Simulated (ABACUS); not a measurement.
**Run report: Ir, band-structure run (part 2 of 2)**

Ir (Fm-3m, 1 atom in the cell); Kohn-Sham DFT of a periodic cell, M06-L, SG15 ONCV 1.2 PBE, no spin polarisation (ABACUS 3.10.1); cutoff 1074.85 eV, 8×8×8 k-mesh, fermi-dirac of 0.05 eV. The structure derives from an entry of the Crystallography Open Database.

Geometry of the input (Å; fractional positions):
```
0.0000  1.9156  1.9156
1.9156  0.0000  1.9156
1.9156  1.9156  0.0000
Ir 0.0000  0.0000  0.0000
```

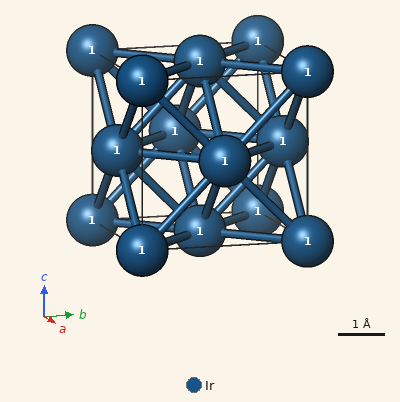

**Figure 1.** The input geometry (ball-and-stick view of the cell 4 times as large as that of the calculation, set on its symmetry axes, seen slightly off an axis; atoms are numbered from 1 in the order of the input).

Output, continued:
```
 SETUP K-POINTS
                                    nspin = 1
                   Input type of k points = Monkhorst-Pack(Gamma)
                                   nkstot = 512
                       right hand lattice = 1
(for reciprocal lattice: )
                             BRAVAIS TYPE = 2
                     BRAVAIS LATTICE NAME = 02. Cubic I (body-centered)
                                    ibrav = 2
                       right hand lattice = 1
(for k-lattice: )
                             BRAVAIS TYPE = 2
                     BRAVAIS LATTICE NAME = 02. Cubic I (body-centered)
                                    ibrav = 2
                       right hand lattice = 1
                        ROTATION MATRICES = 48
                               nkstot_ibz = 29
K-POINTS REDUCTION ACCORDING TO SYMMETRY
     IBZ    DIRECT_X    DIRECT_Y    DIRECT_Z  WEIGHT  ibz2bz
       1  0.00000000  0.00000000  0.00000000  0.0020       0
       2  0.12500000  0.12500000  0.12500000  0.0156       1
       3  0.25000000  0.25000000  0.25000000  0.0156       2
       4  0.37500000  0.37500000  0.37500000  0.0156       3
       5  0.50000000  0.50000000  0.50000000  0.0078       4
       6  0.12500000  0.12500000  0.00000000  0.0117       9
       7  0.25000000  0.25000000  0.12500000  0.0469      10
       8  0.37500000  0.37500000  0.25000000  0.0469      11
       9  0.50000000  0.50000000  0.37500000  0.0469      12
      10  0.50000000  0.37500000  0.37500000  0.0469      13
      11  0.37500000  0.25000000  0.25000000  0.0469      14
      12  0.12500000  0.12500000  0.25000000  0.0234      15
      13  0.25000000  0.25000000  0.00000000  0.0117      18
      14  0.37500000  0.37500000  0.12500000  0.0469      19
      15  0.50000000  0.50000000  0.25000000  0.0469      20
      16 -0.37500000  0.37500000  0.37500000  0.0469      21
      17  0.50000000  0.25000000  0.25000000  0.0234      22
      18  0.37500000  0.37500000  0.00000000  0.0117      27
      19  0.50000000  0.50000000  0.12500000  0.0469      28
      20 -0.25000000  0.37500000  0.37500000  0.0234      29
      21  0.50000000  0.50000000  0.00000000  0.0059      36
      22  0.37500000  0.25000000  0.12500000  0.0469      83
      23  0.50000000  0.37500000  0.25000000  0.0938      84
      24  0.50000000  0.37500000 -0.37500000  0.0469      85
      25  0.50000000  0.37500000  0.12500000  0.0469      92
      26  0.50000000  0.37500000 -0.25000000  0.0938      93
      27 -0.37500000  0.37500000  0.25000000  0.0469      94
      28 -0.12500000  0.50000000  0.37500000  0.0234     101
      29  0.50000000  0.25000000 -0.25000000  0.0117     166

                               nkstot now = 29
[... K-POINTS DIRECT COORDINATES: 29 rows ...]

           k-point number in this process = 29
       minimum distributed K point number = 29
[... stars of the k points ...]

[... K-POINTS CARTESIAN COORDINATES: 29 rows ...]

[... K-POINTS DIRECT COORDINATES: 29 rows ...]

 SETUP PLANE WAVES FOR WAVE FUNCTIONS
     energy cutoff for wavefunc (unit:Ry) = 79
              fft grid for wave functions = [ 30, 30, 30 ]
                    number of plane waves = 1639
                         number of sticks = 187

 PARALLEL PW FOR WAVE FUNCTIONS
     PROC   COLUMNS(POT)             PW
        1             47            411
        2             46            409
        3             47            410
        4             47            409
 --------------- sum -------------------
        4            187           1639

 SETUP NONLOCAL PSEUDOPOTENTIALS IN PLANE WAVE BASIS
 Ir non-local projectors:
 projector 1 L=0
 projector 2 L=0
 projector 3 L=1
 projector 4 L=1
 projector 5 L=2
 projector 6 L=2
 projector 7 L=3
 projector 8 L=3
      TOTAL NUMBER OF NONLOCAL PROJECTORS = 32

 Init Non-Local PseudoPotential table :
 Init Non-Local-Pseudopotential done.

                                     npwx = 295

 -------------------------------------------
 SELF-CONSISTENT
 -------------------------------------------
                                 init_chg = atomic

 PW ALGORITHM --------------- ION=   1  ELEC=   1--------------------------------
 Notice: Threshold on eigenvalues was too large.
 hsover_error=0.17 > DRHO=0.0252034
 Origin diag ethr = 0.01
 New diag ethr = 0.000148256

 Density error is 0.0221367568808
                          Error Threshold = 0.000148255518841
----------------------------------------------------------
     Energy           Rydberg                 eV
----------------------------------------------------------
 E_KohnSham     -212.4990071099      -2891.1973160368
 E_Harris       -213.1707055248      -2900.3362418167
 E_Fermi        1.9631257389         26.7096959396
----------------------------------------------------------

 PW ALGORITHM --------------- ION=   1  ELEC=   2--------------------------------

 Density error is 0.00958876819033
                          Error Threshold = 0.000130216216946
----------------------------------------------------------
     Energy           Rydberg                 eV
----------------------------------------------------------
 E_KohnSham     -212.5113343694      -2891.3650370076
 E_Harris       -211.7232276775      -2880.6422953654
 E_Fermi        1.8950520028         25.7835052444
----------------------------------------------------------

 PW ALGORITHM --------------- ION=   1  ELEC=   3--------------------------------

 Density error is 0.000351139128119
                          Error Threshold = 5.64045187666e-05
----------------------------------------------------------
     Energy           Rydberg                 eV
----------------------------------------------------------
 E_KohnSham     -212.5082741630      -2891.3234007633
 E_Harris       -212.4795486025      -2890.9325694620
 E_Fermi        1.9132786157         26.0314910348
----------------------------------------------------------

 PW ALGORITHM --------------- ION=   1  ELEC=   4--------------------------------

 Density error is 0.0003793861903
                          Error Threshold = 2.06552428306e-06
----------------------------------------------------------
     Energy           Rydberg                 eV
----------------------------------------------------------
 E_KohnSham     -212.5090085112      -2891.3333920827
 E_Harris       -212.6667938073      -2893.4801711702
 E_Fermi        1.9147355713         26.0513139334
----------------------------------------------------------

 PW ALGORITHM --------------- ION=   1  ELEC=   5--------------------------------

 Density error is 1.26038647368e-05
                          Error Threshold = 2.06552428306e-06
----------------------------------------------------------
     Energy           Rydberg                 eV
----------------------------------------------------------
 E_KohnSham     -212.5090407454      -2891.3338306518
 E_Harris       -212.4968108968      -2891.1674350247
 E_Fermi        1.9100600068         25.9876996146
----------------------------------------------------------

 PW ALGORITHM --------------- ION=   1  ELEC=   6--------------------------------

 Density error is 5.47433337976e-06
                          Error Threshold = 7.41403808045e-08
----------------------------------------------------------
     Energy           Rydberg                 eV
----------------------------------------------------------
 E_KohnSham     -212.5090561816      -2891.3340406717
 E_Harris       -212.4892741379      -2891.0648921599
 E_Fermi        1.9094406625         25.9792730026
----------------------------------------------------------

 PW ALGORITHM --------------- ION=   1  ELEC=   7--------------------------------

 Density error is 2.7066556328e-08
                          Error Threshold = 3.22019610574e-08
----------------------------------------------------------
     Energy           Rydberg                 eV
----------------------------------------------------------
 E_KohnSham     -212.5090557988      -2891.3340354642
 E_Harris       -212.5081917056      -2891.3222788726
 E_Fermi        1.9099688017         25.9864587053
----------------------------------------------------------

 PW ALGORITHM --------------- ION=   1  ELEC=   8--------------------------------

 Density error is 4.08442808031e-09
                          Error Threshold = 1.59215037223e-10
----------------------------------------------------------
     Energy           Rydberg                 eV
----------------------------------------------------------
 E_KohnSham     -212.5090558995      -2891.3340368339
 E_KS(sigma->0) -212.5085706121      -2891.3274341605
 E_Harris       -212.5095483353      -2891.3407367670
 E_band         -7.0740091508        -96.2468321550
 E_one_elec     -38.3802702663       -522.1903664015
 E_Hartree      30.0923783890        409.4278124619
 E_xc           -21.2036171219       -288.4900110680
 E_Ewald        -183.0165763256      -2490.0682664794
 E_entropy(-TS) -0.0009705747        -0.0132053468
 E_descf        0.0000000000         0.0000000000
 E_exx          0.0000000000         0.0000000000
 E_Fermi        1.9100362335         25.9873761619
----------------------------------------------------------

 charge density convergence is achieved
 final etot is -2891.3340368 eV
 EFERMI = 25.987376162 eV
The vacuum level is 23.813682885 eV

 STATE ENERGY(eV) AND OCCUPATIONS    NSPIN == 1
 1/29 kpoint (Cartesian) = 0.0000 0.0000 0.0000 (286 pws)
       1       -69.6309     0.00390625
       2       -25.1253     0.00390625
       3       -25.1253     0.00390625
       4       -25.1253     0.00390625
       5        14.8851     0.00390625
       6        22.0356     0.00390625
       7        22.0356     0.00390625
       8        22.0356     0.00390625
       9        24.7538     0.00390625
      10        24.7538     0.00390625
      11        39.6114        0.00000
      12        45.2638        0.00000
      13        45.2638        0.00000
      14        45.2638        0.00000
      15        49.3930        0.00000
      16        60.1933        0.00000
      17        60.1933        0.00000
      18        60.1933        0.00000
      19        64.4447        0.00000

 2/29 kpoint (Cartesian) = 0.032627 0.032627 0.032627 (284 pws)
       1       -69.6213      0.0312500
       2       -25.2425      0.0312500
       3       -25.1415      0.0312500
       4       -25.1415      0.0312500
       5        15.5644      0.0312500
       6        21.7069      0.0312500
       7        22.2999      0.0312500
       8        22.2999      0.0312500
       9        24.6009      0.0312500
      10        24.6009      0.0312500
      11        40.7277        0.00000
      12        42.5705        0.00000
      13        46.4190        0.00000
      14        46.4190        0.00000
      15        52.4531        0.00000
      16        55.9836        0.00000
      17        57.2365        0.00000
      18        57.2365        0.00000
      19        64.4708        0.00000

 3/29 kpoint (Cartesian) = 0.065254 0.065254 0.065254 (281 pws)
       1       -69.5981      0.0312500
       2       -25.5198      0.0312500
       3       -25.1804      0.0312500
       4       -25.1804      0.0312500
       5        17.1039      0.0312500
       6        21.5113      0.0312500
       7        22.4703      0.0312500
       8        22.4703      0.0312500
       9        24.9168      0.0312500
      10        24.9168      0.0312500
      11        39.1928        0.00000
      12        42.3600        0.00000
      13        49.4071        0.00000
      14        49.4071        0.00000
      15        50.0489        0.00000
      16        52.0380        0.00000
      17        52.0380        0.00000
      18        60.0431        0.00000
      19        64.5735        0.00000

 4/29 kpoint (Cartesian) = 0.097881 0.097881 0.097881 (286 pws)
       1       -69.5749      0.0312500
       2       -25.7898      0.0312500
       3       -25.2190      0.0312500
       4       -25.2190      0.0312500
       5        17.8539      0.0312500
       6        22.1039      0.0312500
       7        22.1039      0.0312500
       8        23.2284      0.0312500
       9        26.1354     0.00154009
      10        26.1354     0.00154009
      11        35.9334    1.27279e-88
      12        40.1359        0.00000
      13        47.5150        0.00000
      14        47.5150        0.00000
      15        52.7333        0.00000
      16        53.4973        0.00000
      17        53.4973        0.00000
      18        64.3136        0.00000
      19        64.3136        0.00000

 5/29 kpoint (Cartesian) = 0.13051 0.13051 0.13051 (295 pws)
       1       -69.5653      0.0156250
       2       -25.8996      0.0156250
       3       -25.2349      0.0156250
       4       -25.2349      0.0156250
       5        17.8621      0.0156250
       6        21.9029      0.0156250
       7        21.9029      0.0156250
       8        25.1045      0.0156250
       9        26.8366    6.56886e-10
      10        26.8366    6.56886e-10
      11        33.5685    2.21199e-68
      12        38.9933        0.00000
      13        45.7911        0.00000
      14        45.7911        0.00000
      15        55.7846        0.00000
      16        55.7846        0.00000
      17        56.7070        0.00000
      18        62.0330        0.00000
      19        63.7224        0.00000

 6/29 kpoint (Cartesian) = 0.0000 0.0000 0.065254 (283 pws)
       1       -69.6181      0.0234375
       2       -25.2388      0.0234375
       3       -25.1681      0.0234375
       4       -25.1681      0.0234375
       5        15.7937      0.0234375
       6        21.3674      0.0234375
       7        22.5583      0.0234375
       8        22.5583      0.0234375
       9        23.9765      0.0234375
      10        25.0220      0.0234375
      11        41.1807        0.00000
      12        43.4279        0.00000
      13        45.6311        0.00000
      14        45.6311        0.00000
      15        54.3630        0.00000
      16        55.4615        0.00000
      17        55.4615        0.00000
      18        58.1423        0.00000
      19        60.5373        0.00000

[... levels at 23 further k points ...]

------------------------------------------------------------------------------------------
 TOTAL-FORCE (eV/Angstrom)
------------------------------------------------------------------------------------------
                       Ir1         0.0000000000         0.0000000000         0.0000000000
------------------------------------------------------------------------------------------

----------------------------------------------------------------
 TOTAL-STRESS (KBAR)
----------------------------------------------------------------
        76.9237127526        -0.0000000000        -0.0000000000
         0.0000000000        76.9237127526        -0.0000000000
         0.0000000000        -0.0000000000        76.9237127526
----------------------------------------------------------------
 TOTAL-PRESSURE: 76.923713 KBAR

 --------------------------------------------
 !FINAL_ETOT_IS -2891.3340368338722328 eV
 --------------------------------------------
```

Standard output:
```
ABACUS v3.10.1

               Atomic-orbital Based Ab-initio Computation at UStc

 dft_functional readin is: MGGA_X_M06_L+MGGA_C_M06_L
 dft_functional in pseudopot file is: PBE
 Please make sure this is what you need

%%%%%%%%%%%%%%%%%%%%%%%%%%%%%%%%%%%%%%%%%%%%%%%%%%%%%%%%%%%%%%%%%%%%%%%%%%%%%%%%%%%%%%%%%%%%%%%%%%%%%%%%%
 Warning: the number of valence electrons in pseudopotential > 9 for Ir: [Xe] 4f14 5d7 6s2
 Pseudopotentials with additional electrons can yield (more) accurate outcomes, but may be less efficient.
 If you're confident that your chosen pseudopotential is appropriate, you can safely ignore this warning.
%%%%%%%%%%%%%%%%%%%%%%%%%%%%%%%%%%%%%%%%%%%%%%%%%%%%%%%%%%%%%%%%%%%%%%%%%%%%%%%%%%%%%%%%%%%%%%%%%%%%%%%%%

 UNIFORM GRID DIM        : 30 * 30 * 30
 UNIFORM GRID DIM(BIG)   : 30 * 30 * 30
func,idMGGA_X_M06_L 203
func,idMGGA_C_M06_L 233
 ---------------------------------------------------------
 Self-consistent calculations for electrons
 ---------------------------------------------------------
 SPIN    KPOINTS         PROCESSORS  THREADS
 1       29              4           4
 ---------------------------------------------------------
 Use plane wave basis
 ---------------------------------------------------------
 ELEMENT NATOM       XC
 Ir      1
 ---------------------------------------------------------
 Initial plane wave basis and FFT box
 ---------------------------------------------------------
 -------------------------------------------
 SELF-CONSISTENT :
 -------------------------------------------
 START CHARGE      : atomic
 ITER       ETOT/eV          EDIFF/eV         DRHO         DKIN     TIME/s
 DA1     -2.89119732e+03   0.00000000e+00   2.2137e-02   3.9513e-01   3.99
 DA2     -2.89136504e+03  -1.67720971e-01   9.5888e-03   2.2254e-01   1.53
 DA3     -2.89132340e+03   4.16362443e-02   3.5114e-04   8.3439e-03   1.15
 DA4     -2.89133339e+03  -9.99131940e-03   3.7939e-04   2.4328e-02   1.64
 DA5     -2.89133383e+03  -4.38569053e-04   1.2604e-05   4.5630e-03   1.23
 DA6     -2.89133404e+03  -2.10019891e-04   5.4743e-06   3.7253e-03   1.64
 DA7     -2.89133404e+03   5.20748562e-06   2.7067e-08   6.1800e-05   1.17
 DA8     -2.89133404e+03  -1.36970621e-06   4.0844e-09   8.0097e-05   1.79
----------------------------------------------------------------
 TOTAL-STRESS (KBAR)
----------------------------------------------------------------
        76.9237127526        -0.0000000000        -0.0000000000
         0.0000000000        76.9237127526        -0.0000000000
         0.0000000000        -0.0000000000        76.9237127526
----------------------------------------------------------------
 TOTAL-PRESSURE: 76.923713 KBAR
```

Results in brief:

| quantity | value |
| --- | --- |
| outcome | converged |
| space group (tolerance 0.01 Å) | Fm-3m (225) |
| electrons treated | 17 |
| free energy | −2891.3340 eV |
| Fermi energy of the self-consistent step | 25.987 eV |
| gap on the k-point mesh | none (metallic) |
| pressure | 7.69 GPa |
| largest force (length of the vector) | under 0.001 eV/Å |
| wall time | 15 s (CPU time 60 s) |
| peak memory | 0.36 GiB |

Remarks:

Spin–orbit coupling is left out, which matters for Ir. The cell is under a pressure of 7.7 GPa at this level, so it is not at its equilibrium volume.
